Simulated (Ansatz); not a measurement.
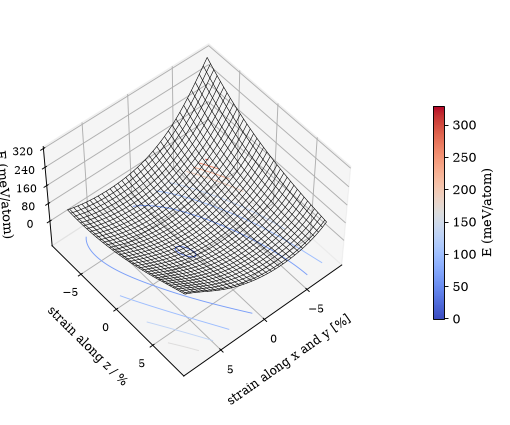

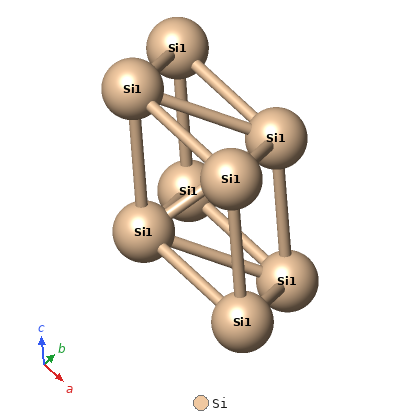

Energy landscape of Si (I4/mmm, No. 139; 1 atom in the cell). The cell is strained homogeneously, by one strain along x and y and another along z, with fractional coordinates fixed (x along [1 0 0], z along [0 0 1] of the conventional cell). The first coordinate is: strain along x and y; the second: strain along z. The scan uses a 5 × 5 grid. Points are written as (first, second). Energies are in meV/atom, from the lowest grid point. The reference cell is the one listed in the database, not relaxed at this level. Method: Ansatz 0.2.0, DFT LDA, scalar-relativistic, plane waves, PAW. Settings: cutoff 420 eV, k-mesh 22×22×22, gaussian smearing 0.15 eV, no spin polarisation.

Drawn: a relief with its contours projected below. Between grid points the surface is interpolated. The second picture is the structure at the lowest point

**Where are the wells?**

The lowest grid point is at (0 %, 0 %). It is the only kind of minimum in the scanned range. The highest grid point, (−8 %, −8 %), lies 328 meV/atom above the lowest. Round the minimum the valley is strongly tilted: raising strain along x and y shifts the best value of strain along z downwards (coupling k₁₂/√(k₁₁k₂₂) about 0.6).

The values on the grid:

```csv
"strain along z ↓, strain along x and y →",−8,−4,0,4,8
8,79,23,36,100,194
4,109,20,12,56,137
0,154,34,0,25,89
−4,224,68,9,13,60
−8,328,136,48,30,57
```
